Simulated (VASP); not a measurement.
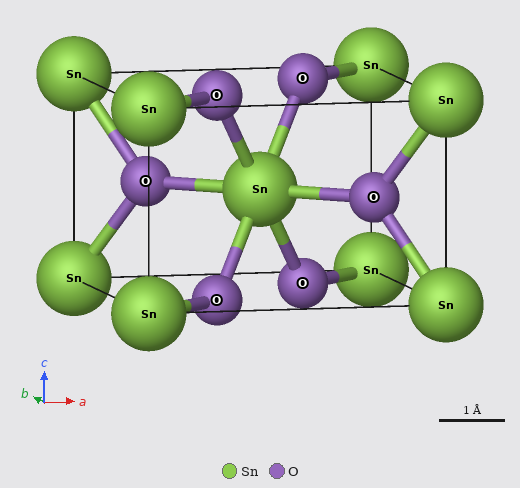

**Figure 1.** The input geometry (ball-and-stick view of the cell of the calculation, seen slightly off an axis).

# SnO2: band-structure run (part 1 of 3)

- system: SnO2 (P4₂/mnm, 6 atoms in the cell)
- method: Kohn-Sham DFT of a periodic cell, PBE, spin-orbit coupling, VASP PAW PBE potentials, recommended, no spin polarisation (VASP 6.6.1)

The structure derives from an entry of the Crystallography Open Database.

## OSZICAR
```
N       E                     dE             d eps       ncg     rms          rms(c)
DAV:   1     0.792533023365E+03    0.79253E+03   -0.23640E+04  3788   0.244E+03
DAV:   2     0.124724620166E+03   -0.66781E+03   -0.62284E+03  3408   0.728E+02
DAV:   3    -0.299991149138E+02   -0.15472E+03   -0.15010E+03  3496   0.266E+02
DAV:   4    -0.431046104848E+02   -0.13105E+02   -0.12943E+02  4108   0.850E+01
DAV:   5    -0.434657279033E+02   -0.36112E+00   -0.36005E+00  3956   0.146E+01    0.161E+01
DAV:   6    -0.370873734424E+02    0.63784E+01   -0.18065E+01  5132   0.668E+01    0.608E+00
DAV:   7    -0.372592873694E+02   -0.17191E+00   -0.25805E+00  3824   0.947E+00    0.334E+00
DAV:   8    -0.372432169993E+02    0.16070E-01   -0.23905E-01  4576   0.553E+00    0.989E-01
DAV:   9    -0.372308056740E+02    0.12411E-01   -0.41515E-02  5016   0.335E+00    0.412E-01
DAV:  10    -0.372317787502E+02   -0.97308E-03   -0.94087E-03  5008   0.843E-01    0.136E-01
[... 74 further cycles ...]
DAV:   1     0.242941452923E+05   -0.15910E+05     1920
DAV:   2     0.164578487385E+05   -0.78363E+04     1656
DAV:   3     0.146123391653E+05   -0.18455E+04     1736
DAV:   4     0.144579357480E+05   -0.15440E+03     2088
DAV:   5     0.144536317721E+05   -0.43040E+01     1984
DAV:   6     0.144534410251E+05   -0.19075E+00     2368
DAV:   7     0.144534366183E+05   -0.44068E-02     2068
DAV:   8     0.144534364241E+05   -0.19422E-03     2432
DAV:   9     0.144534364229E+05   -0.11961E-05     1572
DAV:  10     0.144534364228E+05   -0.10257E-06     1220
```

## Parts of OUTCAR
```
SYSTEM = SnO2
   EDIFF = 1E-6
   ENCUT = 520
   GGA = PE
   ISIF = 2
   ISMEAR = 0
   LASPH = .True.
   LORBIT = 11
   LREAL = .False.
   LSORBIT = .True.
   NELM = 100
   PREC = Accurate

 ion  position               nearest neighbor table
   1  0.500  0.500  0.500-   4 2.05   6 2.05   4 2.05   6 2.05   5 2.06   3 2.06   2 3.71   2 3.71
                             2 3.71   2 3.71   2 3.71   2 3.71   2 3.71   2 3.71
   2  0.000  0.000  0.000-   3 2.05   5 2.05   3 2.05   5 2.05   4 2.06   6 2.06   1 3.71   1 3.71
                             1 3.71   1 3.71   1 3.71   1 3.71   1 3.71   1 3.71
   3  0.807  0.193  0.500-   2 2.05   2 2.05   1 2.06
   4  0.693  0.693  0.000-   1 2.05   1 2.05   2 2.06
   5  0.193  0.807  0.500-   2 2.05   2 2.05   1 2.06
   6  0.307  0.307  0.000-   1 2.05   1 2.05   2 2.06

  LATTYP: Found a simple tetragonal cell.
 ALAT       =     4.7380000000
 C/A-ratio  =     0.6725411566

  Lattice vectors:

 A1 = (   4.7380000000,   0.0000000000,   0.0000000000)
 A2 = (   0.0000000000,   4.7380000000,   0.0000000000)
 A3 = (   0.0000000000,   0.0000000000,   3.1865000000)

Analysis of symmetry for initial positions (statically):
=====================================================================
 Subroutine PRICEL returns:
 Original cell was already a primitive cell.

 Routine SETGRP: Setting up the symmetry group for a
 simple tetragonal supercell.

 Subroutine GETGRP returns: Found 16 space group operations
 (whereof  8 operations were pure point group operations)
 out of a pool of 16 trial point group operations.

The static configuration has the point symmetry D_2h.
 The point group associated with its full space group is D_4h.

Analysis of symmetry for dynamics (positions and initial velocities):
=====================================================================
 Subroutine PRICEL returns:
 Original cell was already a primitive cell.

 Routine SETGRP: Setting up the symmetry group for a
 simple tetragonal supercell.

 Subroutine GETGRP returns: Found 16 space group operations
 (whereof  8 operations were pure point group operations)
 out of a pool of 16 trial point group operations.

The dynamic configuration has the point symmetry D_2h.
 The point group associated with its full space group is D_4h.

Analysis of structural, dynamic, and magnetic symmetry:
=====================================================================
 Subroutine PRICEL returns:
 Original cell was already a primitive cell.

 Routine SETGRP: Setting up the symmetry group for a
 simple tetragonal supercell.

 Subroutine GETGRP returns: Found 16 space group operations
 (whereof  8 operations were pure point group operations)
 out of a pool of 16 trial point group operations.

The overall configuration has the point symmetry D_2h.
 The point group associated with its full space group is D_4h.

 Subroutine INISYM returns: Found 16 space group operations
 (whereof  8 operations are pure point group operations),
 and found     1 'primitive' translations

----------------------------------------------------------------------------------------

                                     Primitive cell

  volume of cell :      71.5326

  direct lattice vectors                    reciprocal lattice vectors
     4.738000000  0.000000000  0.000000000     0.211059519  0.000000000  0.000000000
     0.000000000  4.738000000  0.000000000     0.000000000  0.211059519  0.000000000
     0.000000000  0.000000000  3.186500000     0.000000000  0.000000000  0.313823945

  length of vectors
     4.738000000  4.738000000  3.186500000     0.211059519  0.211059519  0.313823945

  position of ions in fractional coordinates (direct lattice)
     0.500000000  0.500000000  0.500000000
     0.000000000  0.000000000  0.000000000
     0.807100000  0.192900000  0.500000000
     0.692900000  0.692900000  0.000000000
     0.192900000  0.807100000  0.500000000
     0.307100000  0.307100000  0.000000000

  ion indices of the primitive-cell ions
   primitive index   ion index
                 1           1
                 2           2
                 3           3
                 4           4
                 5           5
                 6           6

----------------------------------------------------------------------------------------

 KPOINTS: k-points

Automatic generation of k-mesh.
 Grid dimensions read from file:
 generate k-points for:    4    4    6

 Generating k-lattice:

  Cartesian coordinates                     Fractional coordinates (reciprocal lattice)
     0.052764880  0.000000000  0.000000000     0.250000000  0.000000000  0.000000000
     0.000000000  0.052764880  0.000000000     0.000000000  0.250000000  0.000000000
     0.000000000  0.000000000  0.052303991     0.000000000  0.000000000  0.166666667

  Length of vectors
     0.052764880  0.052764880  0.052303991

  Shift w.r.t. Gamma in fractional coordinates (k-lattice)
     0.000000000  0.000000000  0.000000000

 Subroutine IBZKPT returns following result:
 ===========================================

 Found     24 irreducible k-points:

 Following reciprocal coordinates:
            Coordinates               Weight
  0.000000  0.000000  0.000000      1.000000
  0.250000  0.000000  0.000000      4.000000
  0.500000  0.000000  0.000000      2.000000
  0.250000  0.250000  0.000000      4.000000
  0.500000  0.250000  0.000000      4.000000
  0.500000  0.500000  0.000000      1.000000
  0.000000  0.000000  0.166667      2.000000
  0.250000  0.000000  0.166667      8.000000
  0.500000  0.000000  0.166667      4.000000
  0.250000  0.250000  0.166667      8.000000
  0.500000  0.250000  0.166667      8.000000
  0.500000  0.500000  0.166667      2.000000
  0.000000  0.000000  0.333333      2.000000
  0.250000  0.000000  0.333333      8.000000
  0.500000  0.000000  0.333333      4.000000
  0.250000  0.250000  0.333333      8.000000
  0.500000  0.250000  0.333333      8.000000
  0.500000  0.500000  0.333333      2.000000
  0.000000  0.000000  0.500000      1.000000
  0.250000  0.000000  0.500000      4.000000
  0.500000  0.000000  0.500000      2.000000
  0.250000  0.250000  0.500000      4.000000
  0.500000  0.250000  0.500000      4.000000
  0.500000  0.500000  0.500000      1.000000
   k-points           NKPTS =     24   k-points in BZ     NKDIM =     24   number of bands    NBANDS=     68
   number of dos      NEDOS =    301   number of ions     NIONS =      6
   total plane-waves  NPLWV =  31104
   dimension x,y,z NGX =    36 NGY =   36 NGZ =   24
   dimension x,y,z NGXF=    72 NGYF=   72 NGZF=   48
   ions per type =               2   4
   NGX,Y,Z   is equivalent  to a cutoff of  12.63, 12.63, 12.52 a.u.
   NGXF,Y,Z  is equivalent  to a cutoff of  25.26, 25.26, 25.04 a.u.
 SYSTEM =  SnO2
   PREC   = accura    normal or accurate (medium, high low for compatibility)
   ISTART =      0    job   : 0-new  1-cont  2-samecut
   ICHARG =      2    charge: 1-file 2-atom 10-const
   ISPIN  =      1    spin polarized calculation?
   LNONCOLLINEAR =      T non collinear calculations
   LSORBIT =      T    spin-orbit coupling
   LASPH  =      T    aspherical Exc in radial PAW
   ENCUT  =  520.0 eV  38.22 Ry    6.18 a.u.   8.81  8.81  5.92*2*pi/ulx,y,z
   NELM   =    100;   NELMIN=  2; NELMDL= -5     # of ELM steps
   EDIFF  = 0.1E-05   stopping-criterion for ELM
   LREAL  =      F    real-space projection
   EDIFFG = 0.1E-04   stopping-criterion for IOM
   NSW    =      0    number of steps for IOM
   IBRION =     -1    ionic relax: 0-MD 1-quasi-New 2-CG
   NFREE  =      0    steps in history (QN), initial steepest desc. (CG)
   ISIF   =      2    stress and relaxation
   ISYM   =      2    0-nonsym 1-usesym 2-fastsym
   POTIM  = 0.5000    time-step for ionic-motion
   TEBEG  =    0.0;   TEEND  =   0.0 temperature during run
   PSTRESS=    0.0 pullay stress
   NELECT =      52.0000    total number of electrons
   NUPDOWN=      -1.0000    fix difference up-down
   EMIN   =  10.00;   EMAX   =-10.00  energy-range for DOS
   EFERMI =   0.00;   METHOD = LEGACY
   ISMEAR =     0;   SIGMA  =   0.02  broadening in eV -4-tet -1-fermi 0-gaus
   EFERMI_NEDOS =   21; number of points for ismear=-14 and -15
   IALGO  =     38    algorithm
   IMIX   =      4    mixing-type and parameters
     AMIX     =   0.40;   BMIX     =  1.00
     AMIX_MAG =   1.60;   BMIX_MAG =  1.00
  volume/ion in A,a.u.               =      11.92        80.45
  Fermi-wavevector in a.u.,A,eV,Ry     =   1.472000  2.781677 29.480903  2.166785
  Thomas-Fermi vector in A             =   2.587068
   LORBIT       =     11    0 simple, 1 ext, 2 COOP (PROOUT), +10 PAW based schemes
   GGA     = PE    functional components
   LHFCALC =     F    Hartree Fock is set to
   AEXX    =    0.0000 exact exchange contribution
   IVDW    =     0    specifies the selected vdW correction
   LEPSILON=     F    determine dielectric tensor
   LRPA    =     F    only Hartree local field effects (RPA)
 Gauss-broadening in eV      SIGMA  =   0.02
  energy-cutoff  :      520.00
  volume of cell :       71.53
 maximum number of plane-waves:      3984
 NGX is ok and might be reduce to    36
   NGX = 17   NGY = 17   NGZ = 11

 number of electron      51.9999993 magnetization       0.0000000      0.0000000      0.0000000

 number of electron      51.9999993 magnetization      -0.0000000     -0.0000000     -0.0000000

 number of electron      51.9999993 magnetization       0.0000000     -0.0000000      0.0000000

 number of electron      51.9999993 magnetization      -0.0000000     -0.0000000      0.0000000

 Free energy of the ion-electron system (eV)
  ---------------------------------------------------
  ext. energy  EPLUGINS =         0.00000000
  ---------------------------------------------------
  free energy    TOTEN  =       -37.23202275 eV

  energy without entropy =      -37.23202275  energy(sigma->0) =      -37.23202275

 E-fermi :   6.2855     XC(G=0): -11.2575     alpha+bet :-14.2925

 val. band max:        6.1417103476   @ k =   0.0000   0.0000   0.0000
 cond. band min:       7.4161230751   @ k =   0.0000   0.0000   0.0000
 fundamental gap:      1.2744127275
 Fermi energy:         6.2855174937

 k-point     1 :       0.0000    0.0000    0.0000
  band No.  band energies     occupation
      1     -15.1066      1.00000
      2     -15.1066      1.00000
      3     -14.5657      1.00000
      4     -14.5657      1.00000
      5     -14.4458      1.00000
      6     -14.4458      1.00000
      7     -14.3846      1.00000
      8     -14.3846      1.00000
      9     -13.7219      1.00000
     10     -13.7219      1.00000
     11     -13.6602      1.00000
     12     -13.6602      1.00000
     13     -13.4861      1.00000
     14     -13.4861      1.00000
     15     -13.3820      1.00000
     16     -13.3820      1.00000
     17     -13.2938      1.00000
     18     -13.2938      1.00000
     19     -13.2838      1.00000
     20     -13.2838      1.00000
     21     -12.7553      1.00000
     22     -12.7553      1.00000
     23     -10.9811      1.00000
     24     -10.9811      1.00000
     25     -10.9478      1.00000
     26     -10.9478      1.00000
     27      -9.1358      1.00000
     28      -9.1358      1.00000
     29      -1.9512      1.00000
     30      -1.9512      1.00000
     31       2.0299      1.00000
     32       2.0299      1.00000
     33       2.1176      1.00000
     34       2.1176      1.00000
     35       2.1792      1.00000
     36       2.1792      1.00000
     37       3.0365      1.00000
     38       3.0365      1.00000
     39       4.0885      1.00000
     40       4.0885      1.00000
     41       4.2062      1.00000
     42       4.2062      1.00000
     43       4.9059      1.00000
     44       4.9059      1.00000
     45       4.9229      1.00000
     46       4.9229      1.00000
     47       5.3492      1.00000
     48       5.3492      1.00000
     49       5.3745      1.00000
     50       5.3745      1.00000
     51       6.1417      1.00000
     52       6.1417      1.00000
     53       7.4161      0.00000
     54       7.4161      0.00000
     55      12.2961      0.00000
     56      12.2961      0.00000
     57      12.3781      0.00000
     58      12.3781      0.00000
     59      12.5726      0.00000
     60      12.5726      0.00000
     61      16.6304      0.00000
     62      16.6304      0.00000
     63      16.6703      0.00000
     64      16.6703      0.00000

 k-point     2 :       0.2500    0.0000    0.0000
  band No.  band energies     occupation
      1     -15.0251      1.00000
      2     -15.0251      1.00000
      3     -14.6156      1.00000
      4     -14.6156      1.00000
      5     -14.4479      1.00000
      6     -14.4479      1.00000
      7     -14.4250      1.00000
      8     -14.4250      1.00000
      9     -13.7175      1.00000
     10     -13.7175      1.00000
     11     -13.6633      1.00000
     12     -13.6633      1.00000
     13     -13.4841      1.00000
     14     -13.4841      1.00000
     15     -13.4393      1.00000
     16     -13.4393      1.00000
     17     -13.2961      1.00000
     18     -13.2961      1.00000
     19     -13.2950      1.00000
     20     -13.2950      1.00000
     21     -12.5765      1.00000
     22     -12.5765      1.00000
     23     -11.3385      1.00000
     24     -11.3385      1.00000
     25     -10.6021      1.00000
     26     -10.6021      1.00000
     27      -9.2952      1.00000
     28      -9.2952      1.00000
     29      -1.5494      1.00000
     30      -1.5494      1.00000
     31       1.1284      1.00000
     32       1.1284      1.00000
     33       2.3705      1.00000
     34       2.3705      1.00000
     35       2.4098      1.00000
     36       2.4098      1.00000
     37       3.3932      1.00000
     38       3.3932      1.00000
     39       3.7330      1.00000
     40       3.7330      1.00000
     41       4.3727      1.00000
     42       4.3727      1.00000
     43       4.5046      1.00000
     44       4.5046      1.00000
     45       4.9273      1.00000
     46       4.9273      1.00000
     47       4.9512      1.00000
     48       4.9512      1.00000
     49       5.4008      1.00000
     50       5.4008      1.00000
     51       5.8537      1.00000
     52       5.8537      1.00000
     53       8.7070      0.00000
     54       8.7070      0.00000
     55      11.8336      0.00000
     56      11.8336      0.00000
     57      12.7187      0.00000
     58      12.7187      0.00000
     59      12.9379      0.00000
     60      12.9379      0.00000
     61      17.0029      0.00000
     62      17.0029      0.00000
     63      17.2108      0.00000
     64      17.2108      0.00000

 k-point     3 :       0.5000    0.0000    0.0000
  band No.  band energies     occupation
      1     -14.8154      1.00000
      2     -14.8154      1.00000
      3     -14.8154      1.00000
      4     -14.8154      1.00000
      5     -14.4497      1.00000
      6     -14.4497      1.00000
      7     -14.4497      1.00000
      8     -14.4497      1.00000
      9     -13.6972      1.00000
     10     -13.6972      1.00000
     11     -13.6972      1.00000
     12     -13.6972      1.00000
     13     -13.4772      1.00000
     14     -13.4772      1.00000
     15     -13.4772      1.00000
     16     -13.4772      1.00000
     17     -13.2993      1.00000
     18     -13.2993      1.00000
     19     -13.2993      1.00000
     20     -13.2993      1.00000
     21     -12.0422      1.00000
     22     -12.0422      1.00000
     23     -12.0422      1.00000
     24     -12.0422      1.00000
     25      -9.8676      1.00000
     26      -9.8676      1.00000
     27      -9.8676      1.00000
     28      -9.8676      1.00000
     29      -0.4013      1.00000
     30      -0.4013      1.00000
     31      -0.4013      1.00000
     32      -0.4013      1.00000
     33       3.0103      1.00000
     34       3.0103      1.00000
     35       3.0103      1.00000
     36       3.0103      1.00000
     37       3.1857      1.00000
     38       3.1857      1.00000
     39       3.1857      1.00000
     40       3.1857      1.00000
     41       4.1882      1.00000
     42       4.1882      1.00000
     43       4.1882      1.00000
     44       4.1882      1.00000
     45       4.9548      1.00000
     46       4.9548      1.00000
     47       4.9548      1.00000
     48       4.9548      1.00000
     49       5.5047      1.00000
     50       5.5047      1.00000
     51       5.5047      1.00000
     52       5.5047      1.00000
     53      10.5840      0.00000
     54      10.5840      0.00000
     55      10.5840      0.00000
     56      10.5840      0.00000
     57      13.2158      0.00000
     58      13.2158      0.00000
     59      13.2158      0.00000
     60      13.2158      0.00000
     61      17.0848      0.00000
     62      17.0848      0.00000
     63      17.0848      0.00000
     64      17.0848      0.00000
```
